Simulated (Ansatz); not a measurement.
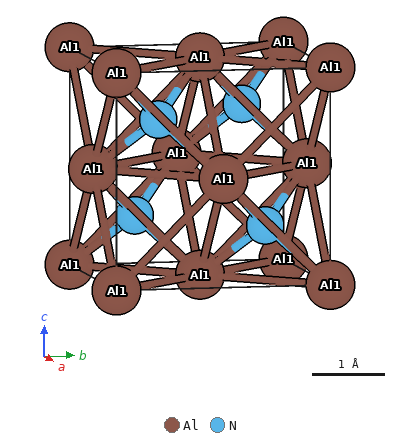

**Figure 1.** The input geometry (ball-and-stick view of the cell 4 times as large as that of the calculation, set on its symmetry axes, seen slightly off an axis; atoms are numbered from 1 in the order of the input). Near neighbours in the crystal (not all of them lie inside the picture): Al has 12 Al at 2.18 Å and 4 N at 1.33 Å; N has 4 Al at 1.33 Å.

# AlN: single-point calculation

AlN (F-43m, 2 atoms in the cell), computed with DFT, PBE, plane waves, PAW, no spin polarisation (Ansatz 0.2.0).

The structure derives from a Materials Project entry. Some settings of this run were made unusual or wrong on purpose. Figures and captions count atoms from 1; the log counts them from 0 in places.

**Output**
```
Engine: ansatz 0.2.0, x86_64-unknown-linux-gnu
Pseudopotentials: kind: paw
Pseudopotential: Al, paw, valence charge 3, recommended cutoff 420 eV (normal), Al.paw.azcp
Pseudopotential: N, paw, valence charge 5, recommended cutoff 420 eV (normal), N.paw.azcp
Functional definition: PBE
  parameter kappa = 0.804
  parameter beta = 0.06672455060314922
  exchange = pbe_x(kappa = kappa, mu = beta*pi^2/3)
  correlation = pbe_c(beta = beta)
Crystal: 2 atoms, lattice volume = 7.320 Å³
Basis set: ecut = 420 eV, 137 PW (Γ), exchange–correlation on 30×30×30 points (8 copies of the dense FFT grid, shifted against one another)
Bands: 8, of which v1, the nominal top of the filled ones, is band 4 counted from 1 (3 counted from 0)
Symmetry: 24 space group operations
Space group: F-43m (ITA 216), of the structure as read, at distance tolerance 1.9e-5 Å
k-points: 47 of 1000 (time reversal used)
Non-local potential: Al, projectors of the file, l = 0: 2, l = 1: 2, l = 2: 1
Non-local potential: N, projectors of the file, l = 0: 2, l = 1: 2, l = 2: 1
PAW form: soft (Blöchl's): semilocal exchange-correlation on the pseudo side does not see the compensation charge
PAW one-centre angular grid: Al, 110 points (default); XC on 64 Gauss nodes
PAW one-centre angular grid: N, 110 points (default); XC on 64 Gauss nodes
Initial density: superposition of atomic densities (neutral atoms: chi_scale 0, normalization atom), corrected by the library's trained network
Initial wavefunctions: pseudopotential atomic-orbital guess
Functional: x = pbe(κ = 0.804, μ = 0.2195149727645171), c = pbe(β = 0.06672455060314922)
SCF iter   1: F=—  HF=-896.309890 eV  |F-HF|=—  |Δ(HF+E_count)|=         —  Δρ=6.09e-2  dr2=1.36e-1  ethr=1.77e-3  ⟨swp⟩=6.5  Hψ=2760  notcnv=0  defer=87
preconditioner: auto → none  [insulator: Δε(μ)=3.239 eV  Ē_g=28.228 eV  n_scr=0 (ndim 8)  ℏωp=38.8 eV  f_vac=0.000  ε∞_Penn≈2.9]
SCF iter   2: F=—  HF=-896.309545 eV  |F-HF|=—  |Δ(HF+E_count)|=   3.45e-4  Δρ=2.54e-2  dr2=1.14e-2  ethr=1.70e-3  ⟨swp⟩=2.5  Hψ=911  notcnv=0  defer=86
SCF iter   3: F=—  HF=-896.321482 eV  |F-HF|=—  |Δ(HF+E_count)|=   1.19e-2  Δρ=8.04e-3  dr2=1.13e-3  ethr=1.43e-4  ⟨swp⟩=3.1  Hψ=677  notcnv=0  defer=90
SCF iter   4: F=—  HF=-896.322637 eV  |F-HF|=—  |Δ(HF+E_count)|=   1.16e-3  Δρ=3.14e-4  dr2=3.74e-6  ethr=1.41e-5  ⟨swp⟩=3.1  Hψ=680  notcnv=0  defer=88
SCF iter   5: F=—  HF=-896.322847 eV  |F-HF|=—  |Δ(HF+E_count)|=   2.10e-4  Δρ=1.28e-4  dr2=3.98e-7  ethr=4.68e-8  ⟨swp⟩=3.2  Hψ=713  notcnv=0  defer=86
SCF iter   6: F=-896.322847 eV  HF=-896.322847 eV  |F-HF|=3.74e-9  |Δ(HF+E_count)|=   1.05e-8  Δρ=2.15e-5  dr2=1.16e-8  ethr=1.25e-9  ⟨swp⟩=10.1  Hψ=2838  notcnv=0
SCF 1 converged in 6 iterations: F = -896.322847 eV  dr2 = 1.16e-8
  greatest PAW one-centre occupation: 1.179 electrons in one spin orbital (limit 2), on the Al atom at site 0 (counted from 0), in its partial waves of l = 2
```

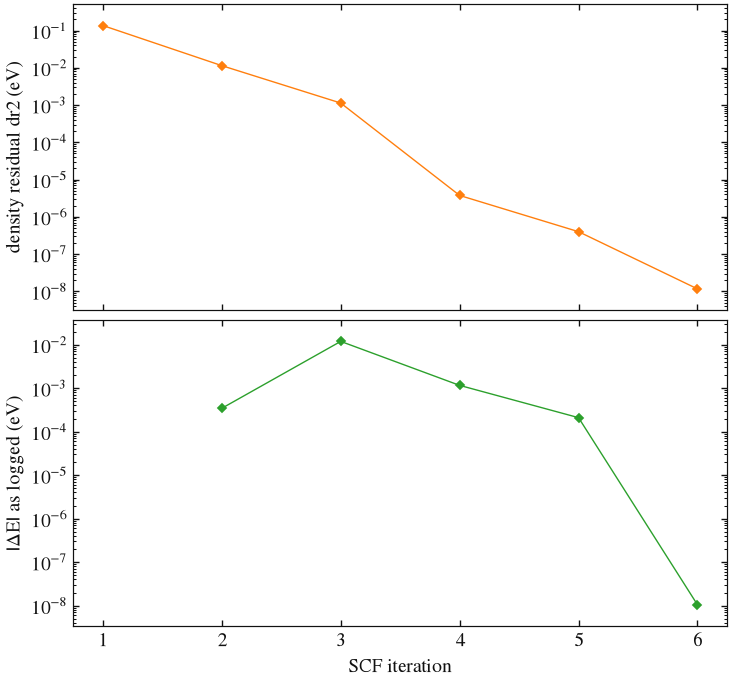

**Figure 2.** Convergence of the self-consistent field: density residual dr2 and size of the energy change against the SCF iteration. The residual falls at every step.

```
SCF converged after 6 iterations
Free energy (F): -896.322847 eV
Harris-Foulkes:  -896.322847 eV  (|F-HF|=3.74e-9)
Internal energy: -896.322847 eV  (E = F + TS)
E sigma→0 (E₀):  -896.322847 eV
Fermi energy:    24.586544 eV
--- Per-component energies (eV) ---
  E_band       = 139.747649
  E_kinetic    = 231.321970
  E_local      = -116.284834  (includes V_loc(G=0)·N_el)
  E_nonlocal   = 82.377299
  E_hartree    = 52.747955
  E_xc         = -117.474451
  E_vxc        = -127.299633  (∫ρ·V_xc dr)
  E_paw        = -608.677609  (= ΣΔE_a)
  E_vpaw       = -35.864287  (= ΣTr[D̂ρ^β])
  E_aug_tail   = 0.000119  (compensation charges beyond the density's cutoff)
  E_ewald      = -420.333296
  E_smearing   = -0.000000  (= −TS)
  E_closure    = -0.000000  (closes the sum)
  Σ components = -896.322847   (vs F -896.322847, Δ=0.00e0)
--- Forces (eV/Å), atoms counted from 1 ---
  atom   1  Al    -0.00000000     0.00000000     0.00000000
  atom   2  N     -0.00000000    -0.00000000    -0.00000000
  max |Σ_I F_I| component: 8.97e-16 eV/Å
--- Stress (GPa, compression-positive) ---
     1503.433964      -0.000000      -0.000000
        0.000000    1503.433964       0.000000
       -0.000000       0.000000    1503.433964
  P = ⅓ Tr σ = 1503.4340 GPa (15034.340 kbar)
--- Band table (eV; the first three rows and the last of 47) ---
  k-point 0: bands = ["1.6805", "24.3250", "24.3250", "24.3250", "42.3444", "51.0564", "51.0564", "51.0564"]
  k-point 1: bands = ["2.0836", "23.3716", "24.3229", "24.3229", "42.6825", "49.0719", "49.0719", "49.9396"]
  k-point 2: bands = ["3.2595", "20.9794", "24.3038", "24.3038", "43.0839", "46.7465", "46.7465", "48.0422"]
  k-point 46: bands = ["11.5877", "15.6832", "19.7088", "20.6534", "32.5471", "44.4128", "49.4056", "56.4886"]
```

This output came from the following input.

**Input**
```yaml
crystal:
  lattice:
    - [0.0, 1.54111097, 1.54111097]
    - [1.54111097, 0.0, 1.54111097]
    - [1.54111097, 1.54111097, 0.0]
  atoms:
    - { symbol: Al, position: [0.0, 0.0, 0.0] }
    - { symbol: "N", position: [0.75, 0.75, 0.75] }
basis:
  ecutwfc: 420
kpoints:
  mp_grid: { grid: [10, 10, 10] }
hamiltonian:
  xc: pbe
scf:
  occupations: { method: fixed }
  max_iter: 80
output:
  forces: true
  eigenvalues: true
  stress: true
```

Launch command:
```bash
ansatz run input.yaml --threads 1 --pin off --max-ram 3072MiB --backend cpu --events-out ev --progress --plain --runs-dir out
```

**What the run reported**

```tsv
quantity	value
outcome	converged
space group (tolerance 0.01 Å)	F-43m (216)
electrons treated	8
free energy	−896.3228 eV
Fermi energy	24.587 eV
gap on the k-point mesh	2.84 eV
pressure	1503.43 GPa
largest force (length of the vector)	under 0.001 eV/Å
hardware	1 thread of Intel Xeon @ 2.50GHz (Skylake/Cascade Lake), 189 GiB of memory available, shared host
wall time	2.9 s
peak memory	0.26 GiB
```

The input was spoiled on purpose: a lattice far too small (`crystal.lattice`). The atoms are squeezed together and the pressure is enormous. The program still converged, but the numbers can't be taken as results for the intended system.
